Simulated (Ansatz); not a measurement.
```yaml
crystal:
  lattice:
    - [0.00000, 0.00000, 4.69273]
    - [0.00000, -4.12631, 0.00000]
    - [11.67937, 0.00000, 0.00000]
  atoms:
    - { symbol: Sn, position: [0.13218, 0.50000, 0.10326] }
    - { symbol: Sn, position: [0.87595, 0.00000, 0.87993] }
    - { symbol: Sn, position: [0.62405, 0.00000, 0.37993] }
    - { symbol: Sn, position: [0.37595, 0.50000, 0.62007] }
    - { symbol: Se, position: [0.48813, 0.50000, 0.85213] }
    - { symbol: Se, position: [0.51187, 0.00000, 0.14787] }
    - { symbol: Se, position: [0.98813, 0.00000, 0.64787] }
    - { symbol: Se, position: [0.01187, 0.50000, 0.35213] }
```

Space group Pm; changed on purpose from its base cell (atom 1 (Sn) moved -0.200 A towards its neighbour atom 8 (Se) at 2.761 A); not relaxed (largest force 0.7 eV/Å).

Theory: DFT r2SCAN, scalar-relativistic, plane waves, PAW in Ansatz 0.2.0.

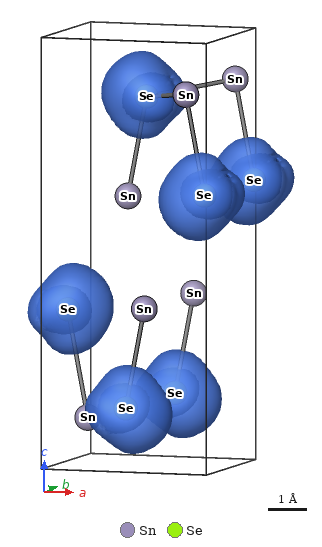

SnSe. Isosurface of the ELF at 0.75 (blue), seen slightly off an axis. Only the valence region is drawn (cores and ρ < 0.01 e/Å³ removed). Sticks mark near contacts.

In a PAW calculation such maps are meaningful between the atoms, not at the nuclei.

Describe the localisation domains.

Answer. The surface consists of four regions wrapped around Se (the valence shell of each), counted in one cell of 8 atoms. Any copies at cell faces, edges or corners count once. Profiles from the grid: Sn–Se (2.76 Å): the ELF is about 0.55 at the midpoint. Sn–Se (2.96 Å): the ELF is about 0.50 at the midpoint and 0.25 at its lowest between the atoms.
